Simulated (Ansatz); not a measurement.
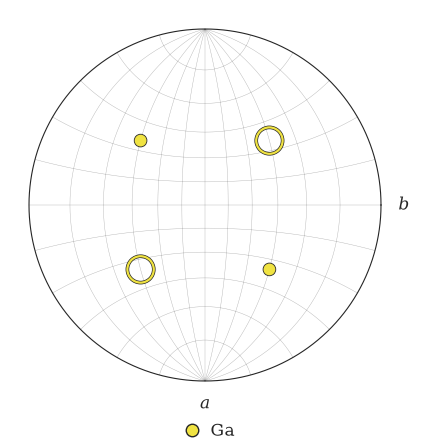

For GaSb, a calculation's input that goes back to an entry of the Crystallography Open Database (an earlier step may have relaxed or displaced it): directions from one antimony atom at (1/4, 3/4, 1/4) to its bonded neighbours, in stereographic projection down c (filled: above the plane of the page or in it, open: below). The drawing is computed from the coordinates (standard cell, symmetry found to 0.002 Å).

Neighbours are counted up to 3.18 Å for Ga.

```yaml
crystal:
  lattice:
    - [6.11800, 0.00000, 0.00000]
    - [0.00000, 6.11800, 0.00000]
    - [0.00000, 0.00000, 6.11800]
  atoms:
    - { symbol: Ga, position: [0.00000, 0.00000, 0.00000] }
    - { symbol: Sb, position: [0.25000, 0.75000, 0.25000] }
    - { symbol: Ga, position: [0.00000, 0.50000, 0.50000] }
    - { symbol: Sb, position: [0.25000, 0.25000, 0.75000] }
    - { symbol: Ga, position: [0.50000, 0.00000, 0.50000] }
    - { symbol: Sb, position: [0.75000, 0.75000, 0.75000] }
    - { symbol: Ga, position: [0.50000, 0.50000, 0.00000] }
    - { symbol: Sb, position: [0.75000, 0.25000, 0.25000] }
```

How many neighbours are there, and at what angles?

Answer. 4: 4 Ga at 2.65 Å. Angles between bonds: 109° (6×).

What is the site's symmetry in the crystal?

Answer. Point group -43m (Td), order 24: three −4 axes, four threefold axes, six mirror planes. In F-43m, No. 216 this is Wyckoff position 4d.
